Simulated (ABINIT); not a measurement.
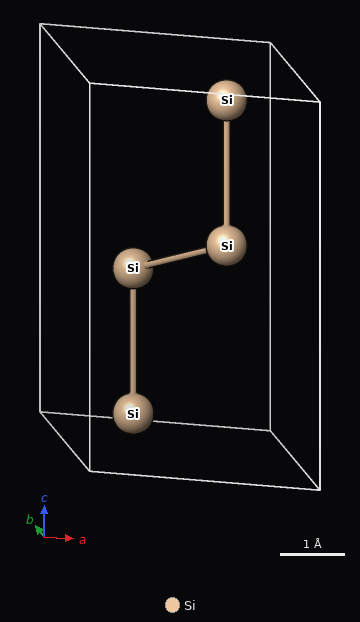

Figure 1. The structure as given in the input (ball-and-stick view of the cell of the calculation, seen slightly off an axis).

## Run report: Si, geometry relaxation (part 1 of 4)

System: Si (P6₃/mmc, 4 atoms in the cell).
Method: Kohn-Sham DFT of a periodic cell, PBE, JTH PAW PBE v2.0, no spin polarisation (ABINIT 10.8.3).

The structure derives from a Materials Project entry.

Input file:
```
# Pseudopotentials
pp_dirpath "./"
pseudos "Si.GGA_PBE-JTH.xml"

# Structure
acell 3*1.0 Angstrom
rprim
     3.8313174605     0.0000000000     0.0000000000
    -1.9156587303     3.3180182508     0.0000000000
     0.0000000000     0.0000000000     6.3326220002
ntypat 1
znucl 14
natom 4
typat 1 1 1 1
chkprim 0
chksymtnons 0
tolsym 1.0e-6
xred
            2/3            1/3   0.9369905000
            1/3            2/3   0.4369905000
            2/3            1/3   0.5630095000
            1/3            2/3   0.0630095000

# Plane-wave basis
ecut 15.0
pawecutdg 30.0
pawxcdev 0
ecutsm 0.5

# k points
kptopt 1
ngkpt 6 6 3
nshiftk 1
shiftk 0.0 0.0 0.0

# Exchange and correlation
ixc 11

# Bands and occupations
nband 12
occopt 3
tsmear 0.05 eV

# SCF cycle
nstep 80
tolvrs 1.0e-10

# Output
iomode 3
prteig 0
prtebands 0
prtwf 0
prtden 0

# Relaxation
ionmov 2
optcell 2
ntime 50
tolmxf 2.0e-5
dilatmx 1.08
```

Hardware: 1 thread of Intel Xeon @ 2.50GHz (Skylake/Cascade Lake), 189 GiB of memory available, shared host.

Launched with:
```bash
abinit run.abi > log 2>&1
```

The program's output:
```
.Version 10.8.3 of ABINIT
 Symmetries : space group P6_3/m m c (#194); Bravais hP (primitive hexag.)
================================================================================
 Values of the parameters that define the memory need of the present run
     intxc =       0    ionmov =       2      iscf =      17    lmnmax =       8
     lnmax =       4     mgfft =      48  mpssoang =       2    mqgrid =    3187
     natom =       4  nloc_mem =       2    nspden =       1   nspinor =       1
    nsppol =       1      nsym =      24    n1xccc =       1    ntypat =       1
    occopt =       3   xclevel =       2
       mpw =        1929          nfft =       43200          nkpt =          14
 PAW method is used; the additional fine FFT grid is defined by:
   mgfftf=        64    nfftf =    102400
================================================================================
================================================================================

--------------------------------------------------------------------------------
------------- Echo of variables that govern the present computation ------------
--------------------------------------------------------------------------------
 -outvars: echo values of preprocessed input variables --------
            acell      1.8897261259E+00  1.8897261259E+00  1.8897261259E+00 Bohr
              amu      2.80855000E+01
          chkprim           0
      chksymtnons           0
          dilatmx      1.08000000E+00
             ecut      1.50000000E+01 Hartree
           ecutsm      5.00000000E-01 Hartree
           ionmov           2
              ixc          11
         kptrlatt        6    0    0      0    6    0      0    0    3
          kptrlen      3.59007637E+01
            natom           4
            nband          12
            ngfft          30      30      48
          ngfftdg          40      40      64
             nkpt          14
            nstep          80
             nsym          24
            ntime          50
           ntypat           1
           occopt           3
          optcell           2
        pawecutdg      3.00000000E+01 Hartree
         pawxcdev           0
           prtden           0
        prtebands           0
           prteig           0
            prtwf           0
            rprim      3.8313174605E+00  0.0000000000E+00  0.0000000000E+00
                      -1.9156587303E+00  3.3180182508E+00  0.0000000000E+00
                       0.0000000000E+00  0.0000000000E+00  6.3326220002E+00
          spgroup         194
           tolmxf      2.00000000E-05
           tolsym      1.00000000E-06
           tolvrs      1.00000000E-10
           tsmear      1.83746611E-03 Hartree
            typat      1  1  1  1
           useylm           1
           xangst      1.9156587302E+00  1.1060060836E+00  5.9336066543E+00
                      -3.3333152863E-11  2.2120121672E+00  2.7672956542E+00
                       1.9156587302E+00  1.1060060836E+00  3.5653263460E+00
                      -3.3333152863E-11  2.2120121672E+00  3.9901534592E-01
            xcart      3.6200703508E+00  2.0900485916E+00  1.1212891515E+01
                      -6.2990529824E-11  4.1800971832E+00  5.2294308958E+00
                       3.6200703508E+00  2.0900485916E+00  6.7374903435E+00
                      -6.2990529824E-11  4.1800971832E+00  7.5402972383E-01
             xred      6.6666666667E-01  3.3333333333E-01  9.3699050000E-01
                       3.3333333333E-01  6.6666666667E-01  4.3699050000E-01
                       6.6666666667E-01  3.3333333333E-01  5.6300950000E-01
                       3.3333333333E-01  6.6666666667E-01  6.3009500000E-02
            znucl       14.00000

================================================================================

 chkinp: Checking input parameters for consistency.

================================================================================
== DATASET  1 ==================================================================

--- !DatasetInfo
iteration_state: {dtset: 1, }
dimensions: {natom: 4, nkpt: 14, mband: 12, nsppol: 1, nspinor: 1, nspden: 1, mpw: 1929, }
cutoff_energies: {ecut:  15.0, pawecutdg:  30.0, }
electrons: {nelect:   1.60000000E+01, charge:   0.00000000E+00, occopt:   3.00000000E+00, tsmear:   1.83746611E-03, }
meta: {optdriver: 0, ionmov: 2, optcell: 2, iscf: 17, paral_kgb: 0, }
...

 Exchange-correlation functional for the present dataset will be:
  GGA: Perdew-Burke-Ernzerhof functional - ixc=11
  J.P.Perdew, K.Burke, M.Ernzerhof, PRL 77, 3865 (1996)

 Real(R)+Recip(G) space primitive vectors, cartesian coordinates (Bohr,Bohr^-1):
 R(1)=  7.2401407  0.0000000  0.0000000  G(1)=  0.1381189  0.0797430  0.0000000
 R(2)= -3.6200704  6.2701458  0.0000000  G(2)=  0.0000000  0.1594859  0.0000000
 R(3)=  0.0000000  0.0000000 11.9669212  G(3)=  0.0000000  0.0000000  0.0835637
 Unit cell volume ucvol=  5.4325918E+02 bohr^3
 Angles (23,13,12)=  9.00000000E+01  9.00000000E+01  1.20000000E+02 degrees

 Coarse grid specifications (used for wave-functions):

 getcut: wavevector=  0.0000  0.0000  0.0000  ngfft=  30  30  48
         ecut(hartree)=     17.496   => boxcut(ratio)=   2.13022

 Fine grid specifications (used for densities):

 getcut: wavevector=  0.0000  0.0000  0.0000  ngfft=  40  40  64
         ecut(hartree)=     34.992   => boxcut(ratio)=   2.00839

--- Pseudopotential description ------------------------------------------------
- pspini: atom type   1  psp file is ./Si.GGA_PBE-JTH.xml
 Pseudopotential format is: paw10
 basis_size (lnmax)=  4 (lmn_size=  8), orbitals=   0   0   1   1
 Spheres core radius: rc_sph= 1.90944987
 Shapefunction is BESSEL type: shapef(r,l)=aa(1,l)*jl(q(1,l)*r)+aa(2,l)*jl(q(2,l)*r)
 Radius for shape functions =  1.60149249
 Compensation charge density is not taken into account in XC energy/potential

   3.02865868E+02                                ecore*ucvol(ha*bohr**3)
--------------------------------------------------------------------------------

================================================================================

=== [ionmov= 2] Broyden-Fletcher-Goldfarb-Shanno method (forces)
================================================================================

--- Iteration: ( 1/50) Internal Cycle: (1/1)
--------------------------------------------------------------------------------

---SELF-CONSISTENT-FIELD CONVERGENCE--------------------------------------------

--- !BeginCycle
iteration_state: {dtset: 1, itime: 1, icycle: 1, }
solver: {iscf: 17, nstep: 80, nline: 4, wfoptalg: 10, }
tolerances: {tolvrs: 1.00E-10, }
...

     iter   Etot(hartree)      deltaE(h)  residm     nres2
 ETOT  1  -15.930537763229    -1.593E+01 1.866E-02 4.682E+00
 ETOT  2  -15.945385158883    -1.485E-02 1.721E-03 8.224E-01
 ETOT  3  -15.943130026495     2.255E-03 1.680E-03 1.502E-02
 ETOT  4  -15.943348176354    -2.181E-04 2.727E-04 5.204E-03
 ETOT  5  -15.943470605398    -1.224E-04 1.550E-04 1.179E-04
 ETOT  6  -15.943478339553    -7.734E-06 6.490E-05 2.081E-05
 ETOT  7  -15.943479997990    -1.658E-06 1.074E-04 3.019E-06
 ETOT  8  -15.943480229515    -2.315E-07 9.272E-05 1.193E-07
 ETOT  9  -15.943480301186    -7.167E-08 1.317E-04 4.622E-08
 ETOT 10  -15.943480320691    -1.950E-08 9.272E-05 2.191E-09
 ETOT 11  -15.943480326938    -6.247E-09 1.014E-04 3.209E-09
 ETOT 12  -15.943480328958    -2.020E-09 5.906E-05 6.619E-10
 ETOT 13  -15.943480329648    -6.894E-10 5.428E-05 1.594E-10
 ETOT 14  -15.943480329889    -2.415E-10 2.836E-05 7.011E-11

 At SCF step   14       nres2   =  7.01E-11 < tolvrs=  1.00E-10 =>converged.

 Cartesian components of stress tensor (hartree/bohr^3)
  sigma(1 1)= -4.93087292E-05  sigma(3 2)=  0.00000000E+00
  sigma(2 2)= -4.93087293E-05  sigma(3 1)=  0.00000000E+00
  sigma(3 3)= -4.64140969E-05  sigma(2 1)=  1.47208682E-14

--- !ResultsGS
iteration_state: {dtset: 1, itime: 1, icycle: 1, }
comment   : Summary of ground state results
lattice_vectors:
- [  7.2401407,   0.0000000,   0.0000000, ]
- [ -3.6200704,   6.2701458,   0.0000000, ]
- [  0.0000000,   0.0000000,  11.9669212, ]
lattice_lengths: [   7.24014,    7.24014,   11.96692, ]
lattice_angles: [ 90.000,  90.000, 120.000, ] # degrees, (23, 13, 12)
lattice_volume:   5.4325918E+02
convergence: {deltae: -2.415E-10, res2:  7.011E-11, residm:  2.836E-05, diffor: null, }
etotal    :  -1.59434803E+01
entropy   :   0.00000000E+00
fermie    :   2.10001257E-01
cartesian_stress_tensor: # hartree/bohr^3
- [ -4.93087292E-05,   1.47208682E-14,   0.00000000E+00, ]
- [  1.47208682E-14,  -4.93087293E-05,   0.00000000E+00, ]
- [  0.00000000E+00,   0.00000000E+00,  -4.64140969E-05, ]
pressure_GPa:   1.4223E+00
xred      :
- [  6.6667E-01,   3.3333E-01,   9.3699E-01, Si]
- [  3.3333E-01,   6.6667E-01,   4.3699E-01, Si]
- [  6.6667E-01,   3.3333E-01,   5.6301E-01, Si]
- [  3.3333E-01,   6.6667E-01,   6.3010E-02, Si]
cartesian_forces: # hartree/bohr
- [  1.25517970E-28,   2.44243440E-28,   2.12766030E-04, ]
- [ -2.32440685E-29,  -1.63723624E-28,   2.12766030E-04, ]
- [ -4.18393233E-29,  -1.31515698E-28,  -2.12766030E-04, ]
- [ -6.04345781E-29,   5.09958830E-29,  -2.12766030E-04, ]
force_length_stats: {min:   2.12766030E-04, max:   2.12766030E-04, mean:   2.12766030E-04, }
...

 Integrated electronic density in atomic spheres:
 ------------------------------------------------
 Atom  Sphere_radius  Integrated_density
    1        1.90945          1.55068516
    2        1.90945          1.55068516
    3        1.90945          1.55068516
    4        1.90945          1.55068516

---OUTPUT-----------------------------------------------------------------------

 Cartesian coordinates (xcart) [bohr]
  3.62007035084526E+00  2.09004859159187E+00  1.12128915154502E+01
 -6.29905298239955E-11  4.18009718318373E+00  5.22943089581199E+00
  3.62007035084526E+00  2.09004859159187E+00  6.73749034346435E+00
 -6.29905298239955E-11  4.18009718318373E+00  7.54029723826182E-01
 Reduced coordinates (xred)
  6.66666666666667E-01  3.33333333333333E-01  9.36990500000000E-01
  3.33333333333333E-01  6.66666666666667E-01  4.36990500000000E-01
  6.66666666666667E-01  3.33333333333333E-01  5.63009500000000E-01
  3.33333333333333E-01  6.66666666666667E-01  6.30095000000000E-02
 Cartesian forces (fcart) [Ha/bohr]; max,rms= 2.12766E-04 1.22841E-04 (free atoms)
  1.25517969919357E-28  2.44243439577085E-28  2.12766029746020E-04
 -2.32440685035845E-29 -1.63723624330974E-28  2.12766029746020E-04
 -4.18393233064522E-29 -1.31515698233427E-28 -2.12766029746020E-04
 -6.04345781093198E-29  5.09958829873165E-29 -2.12766029746020E-04
 Gradient of E wrt nuclear positions in reduced coordinates (gred)
 -9.08767762814606E-28 -1.07705808926176E-27 -2.54615432036415E-03
  1.68290326447149E-28  9.42425828104036E-28 -2.54615432036415E-03
  3.02922587604869E-28  6.73161305788597E-28  2.54615432036415E-03
  4.37554848762588E-28 -5.38529044630877E-28  2.54615432036415E-03
 Scale of Primitive Cell (acell) [bohr]
  1.88972612590778E+00  1.88972612590778E+00  1.88972612590778E+00
 Real space primitive translations (rprimd) [bohr]
  7.24014070175351E+00  0.00000000000000E+00  0.00000000000000E+00
 -3.62007035097124E+00  6.27014577477560E+00  0.00000000000000E+00
  0.00000000000000E+00  0.00000000000000E+00  1.19669212392763E+01
 Unitary Cell Volume (ucvol) [Bohr^3]=  5.43259183736873E+02
 Angles (23,13,12)= [degrees]
  9.00000000000000E+01  9.00000000000000E+01  1.20000000000318E+02
 Lengths [Bohr]
  7.24014070175351E+00  7.24014070187295E+00  1.19669212392763E+01
 Stress tensor in cartesian coordinates (strten) [Ha/bohr^3]
 -4.93087292267904E-05  1.47208682350678E-14  0.00000000000000E+00
  1.47208682350678E-14 -4.93087292527683E-05  0.00000000000000E+00
  0.00000000000000E+00  0.00000000000000E+00 -4.64140968637189E-05
 Total energy (etotal) [Ha]= -1.59434803298891E+01

--- Iteration: ( 2/50) Internal Cycle: (1/1)
--------------------------------------------------------------------------------

---SELF-CONSISTENT-FIELD CONVERGENCE--------------------------------------------

--- !BeginCycle
iteration_state: {dtset: 1, itime: 2, icycle: 1, }
solver: {iscf: 17, nstep: 80, nline: 4, wfoptalg: 10, }
tolerances: {tolvrs: 1.00E-10, }
...

     iter   Etot(hartree)      deltaE(h)  residm     nres2
 ETOT  1  -15.943567532194    -1.594E+01 1.158E-05 2.716E-03
 ETOT  2  -15.943575983280    -8.451E-06 5.217E-06 1.049E-04
 ETOT  3  -15.943576577388    -5.941E-07 3.449E-06 2.197E-05
 ETOT  4  -15.943576918587    -3.412E-07 2.156E-06 9.985E-07
 ETOT  5  -15.943576956195    -3.761E-08 1.577E-06 5.122E-08
 ETOT  6  -15.943576958634    -2.439E-09 8.832E-07 2.351E-09
 ETOT  7  -15.943576958801    -1.666E-10 6.552E-07 2.136E-10
 ETOT  8  -15.943576958821    -1.986E-11 3.658E-07 1.823E-11

 At SCF step    8       nres2   =  1.82E-11 < tolvrs=  1.00E-10 =>converged.

 Cartesian components of stress tensor (hartree/bohr^3)
  sigma(1 1)= -3.53904559E-05  sigma(3 2)=  0.00000000E+00
  sigma(2 2)= -3.53904559E-05  sigma(3 1)=  0.00000000E+00
  sigma(3 3)= -3.25487266E-05  sigma(2 1)=  1.47970174E-14

--- !ResultsGS
iteration_state: {dtset: 1, itime: 2, icycle: 1, }
comment   : Summary of ground state results
lattice_vectors:
- [  7.2508508,   0.0000000,   0.0000000, ]
- [ -3.6254254,   6.2794210,   0.0000000, ]
- [  0.0000000,   0.0000000,  11.9835843, ]
lattice_lengths: [   7.25085,    7.25085,   11.98358, ]
lattice_angles: [ 90.000,  90.000, 120.000, ] # degrees, (23, 13, 12)
lattice_volume:   5.4562630E+02
convergence: {deltae: -1.986E-11, res2:  1.823E-11, residm:  3.658E-07, diffor: null, }
etotal    :  -1.59435770E+01
entropy   :   0.00000000E+00
fermie    :   2.08546383E-01
cartesian_stress_tensor: # hartree/bohr^3
- [ -3.53904559E-05,   1.47970174E-14,   0.00000000E+00, ]
- [  1.47970174E-14,  -3.53904559E-05,   0.00000000E+00, ]
- [  0.00000000E+00,   0.00000000E+00,  -3.25487266E-05, ]
pressure_GPa:   1.0134E+00
xred      :
- [  6.6667E-01,   3.3333E-01,   9.3701E-01, Si]
- [  3.3333E-01,   6.6667E-01,   4.3701E-01, Si]
- [  6.6667E-01,   3.3333E-01,   5.6299E-01, Si]
- [  3.3333E-01,   6.6667E-01,   6.2992E-02, Si]
cartesian_forces: # hartree/bohr
- [ -6.03453116E-29,   8.04008813E-30,   2.02612602E-04, ]
- [  6.03453116E-29,  -8.04008813E-30,   2.02612602E-04, ]
- [  6.03453116E-29,   7.77208519E-29,  -2.02612602E-04, ]
- [ -6.03453116E-29,  -7.77208519E-29,  -2.02612602E-04, ]
force_length_stats: {min:   2.02612602E-04, max:   2.02612602E-04, mean:   2.02612602E-04, }
...

 Integrated electronic density in atomic spheres:
 ------------------------------------------------
 Atom  Sphere_radius  Integrated_density
    1        1.90945          1.54255787
    2        1.90945          1.54255787
    3        1.90945          1.54255787
    4        1.90945          1.54255787

---OUTPUT-----------------------------------------------------------------------

 Cartesian coordinates (xcart) [bohr]
  3.62542538290802E+00  2.09314032079489E+00  1.12287176647278E+01
 -6.30840842211853E-11  4.18628064158978E+00  5.23692553746624E+00
  3.62542538290802E+00  2.09314032079489E+00  6.74665871705691E+00
 -6.30840842211853E-11  4.18628064158978E+00  7.54866589795337E-01
 Reduced coordinates (xred)
  6.66666666666667E-01  3.33333333333333E-01  9.37008279512833E-01
  3.33333333333333E-01  6.66666666666667E-01  4.37008279512833E-01
  6.66666666666667E-01  3.33333333333333E-01  5.62991720487167E-01
  3.33333333333333E-01  6.66666666666667E-01  6.29917204871669E-02
 Cartesian forces (fcart) [Ha/bohr]; max,rms= 2.02613E-04 1.16978E-04 (free atoms)
 -6.03453115904167E-29  8.04008812768965E-30  2.02612602484663E-04
  6.03453115904167E-29 -8.04008812768965E-30  2.02612602484663E-04
  6.03453115904167E-29  7.77208519106998E-29 -2.02612602484663E-04
 -6.03453115904167E-29 -7.77208519106998E-29 -2.02612602484663E-04
 Gradient of E wrt nuclear positions in reduced coordinates (gred)
  4.37554848762588E-28 -2.69264522315439E-28 -2.42802519290317E-03
 -4.37554848762588E-28  2.69264522315439E-28 -2.42802519290316E-03
 -4.37554848762588E-28 -2.69264522315439E-28  2.42802519290317E-03
  4.37554848762588E-28  2.69264522315439E-28  2.42802519290317E-03
 Scale of Primitive Cell (acell) [bohr]
  7.25085076587913E+00  7.25085076599875E+00  1.19835842545231E+01
 Real space primitive translations (rprimd) [bohr]
  7.25085076587913E+00  0.00000000000000E+00  0.00000000000000E+00
 -3.62542538303419E+00  6.27942096238467E+00  0.00000000000000E+00
  0.00000000000000E+00  0.00000000000000E+00  1.19835842545231E+01
 Unitary Cell Volume (ucvol) [Bohr^3]=  5.45626303856606E+02
 Angles (23,13,12)= [degrees]
  9.00000000000000E+01  9.00000000000000E+01  1.20000000000318E+02
 Lengths [Bohr]
  7.25085076587913E+00  7.25085076599875E+00  1.19835842545231E+01
 Stress tensor in cartesian coordinates (strten) [Ha/bohr^3]
 -3.53904558643202E-05  1.47970174337375E-14  0.00000000000000E+00
  1.47970174337375E-14 -3.53904558904321E-05  0.00000000000000E+00
  0.00000000000000E+00  0.00000000000000E+00 -3.25487266072018E-05
 Total energy (etotal) [Ha]= -1.59435769588205E+01
```
